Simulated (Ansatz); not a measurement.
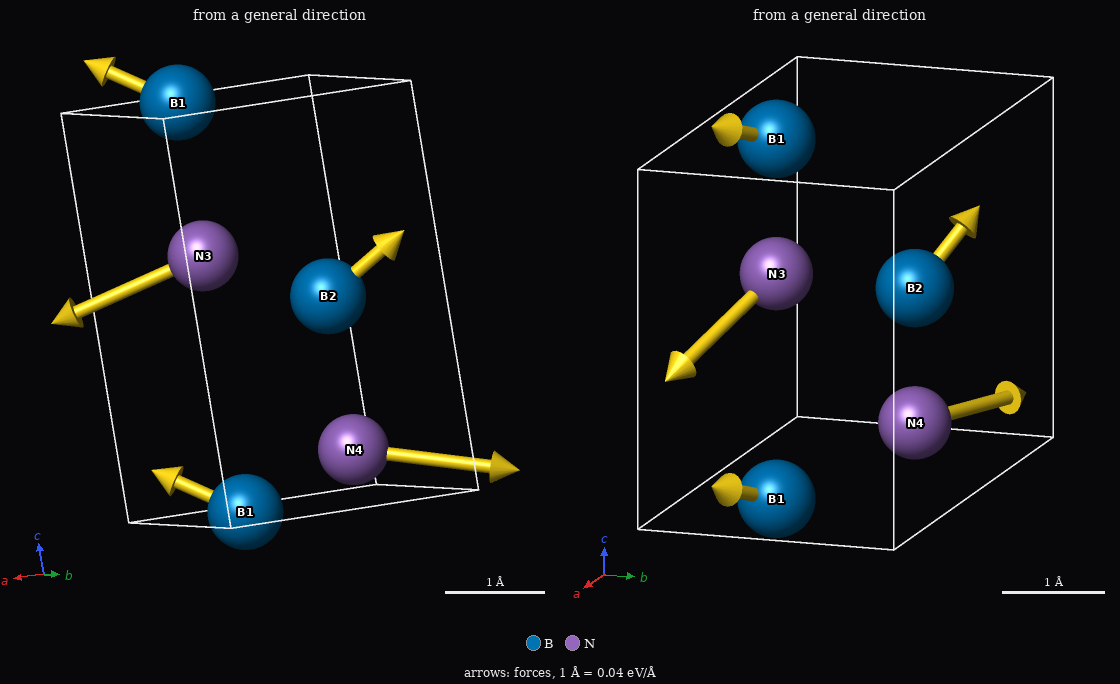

Spheres-only representation of a periodic structure, projected from two general directions. Atoms at the boundary of the simulation cell (the box) are drawn once for each face, edge or corner they touch. The arrows are the computed forces on the atoms.

System: BN. Method used: DFT PBE, scalar-relativistic, plane waves, PAW (Ansatz). It ran with plane-wave cutoff 420 eV, k-grid 12×12×6, Gaussian smearing of 0.05 eV, no spin polarisation.

**Judging by the arrows, is the geometry relaxed?**

No. The atoms still feel forces of up to about 0.055 eV/Å, above a usual threshold of 0.01 to 0.03 eV/Å.

**Where is the maximum force, and how large is it?**

N3 and N4, about 0.055 eV/Å.

**How do the mean forces compare between the elements?**

Mean magnitudes: about B 0.028 eV/Å, N 0.055 eV/Å.

The model was built from a structure listed in the Materials Project. The cell was then strained or its atoms displaced on purpose. It went into a calculation with Ansatz.
